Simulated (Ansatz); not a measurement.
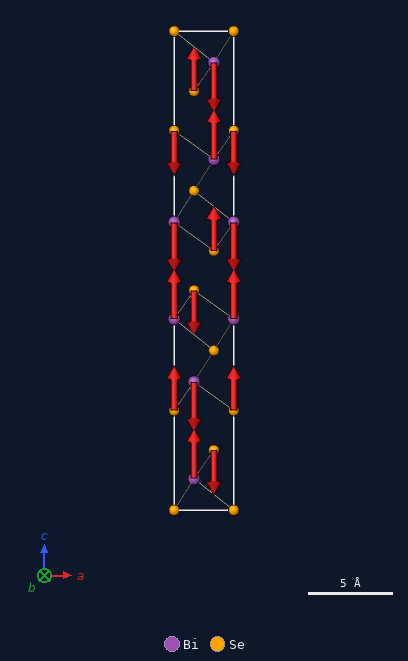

This is a relaxation of solid Bi2Se3 (a generated structure, set up in R-3m) (coarse preliminary run). The starting structure is drawn; red arrows show the displacements (the part carried along by the change of the cell is left out), 50 times their true length.

A ball-and-stick model of the conventional cell (3 times the calculation's cell), seen along the b axis. Lengths and directions refer to the drawn axes.

Computed with DFT PBE+D3(BJ), scalar-relativistic, plane waves, PAW (Ansatz).

Input
```yaml
crystal:
  lattice:
    - [2.0664066107, 1.193040413, 9.5924512478]
    - [-2.0664066107, 1.193040413, 9.5924512478]
    - [0.0, -2.3860808258, 9.5924512478]
  atoms:
    - { symbol: Bi, position: [0.399, 0.399, 0.399] }
    - { symbol: Bi, position: [0.601, 0.601, 0.601] }
    - { symbol: Se, position: [0.0, 0.0, 0.0] }
    - { symbol: Se, position: [0.208, 0.208, 0.208] }
    - { symbol: Se, position: [0.792, 0.792, 0.792] }
basis:
  ecutwfc: 420
kpoints:
  mp_grid: { grid: [6, 6, 6] }
hamiltonian:
  xc: pbe
  dispersion: d3bj
scf:
  occupations: { method: gaussian, width: 0.1 }
output:
  forces: true
  stress: true
  eigenvalues: true
relax:
  adjacent_minimum: "off"
  f_tol: 0.05
  max_steps: 80
  cell: { stress_tol: 0.5 }
```

Run as
```bash
ansatz run input.yaml --threads 4 --pin off --max-ram 9216MiB --backend cpu --events-out ev --progress --plain --runs-dir out
```

Q: Describe the change and its energy.

A: The largest moves relative to the cell, 0.061 Å, are those of Bi1 and Bi2. Bi1 goes along +c. Largest moves by element: Bi 0.061 Å, Se 0.055 Å. The drawn cell changes as follows: a = b 4.133 → 4.150 Å (+0.4 %), c 28.777 → 28.270 Å (−1.8 %); the volume changes by −0.9 %. Near-neighbour distances that change, for instance: Bi1–Se5 2.940 → 2.865 Å, Bi1–Se3 3.044 → 3.069 Å. Among the angles between lasting bonds that change: Se4–Bi2–Se4 89.3° → 92.8°, Bi2–Se4–Bi2 89.3° → 92.8°, Se3–Bi2–Se4 177.4° → 174.6°. The space group stays R-3m (No. 166). After 2 accepted moves (4 points after the start) the energy has fallen by 24.0 meV per atom. Largest force component: 0.95 eV/Å at the start, 0.014 eV/Å at the end. Pressure: −1.72 GPa at the start and −0.03 GPa at the end. The line search rejected the trial step at point 1 of the run. The SCF was repeated once at an unchanged geometry on a basis and grid sized afresh for the cell, which shifted the energy by less than 0.05 meV per atom at most.
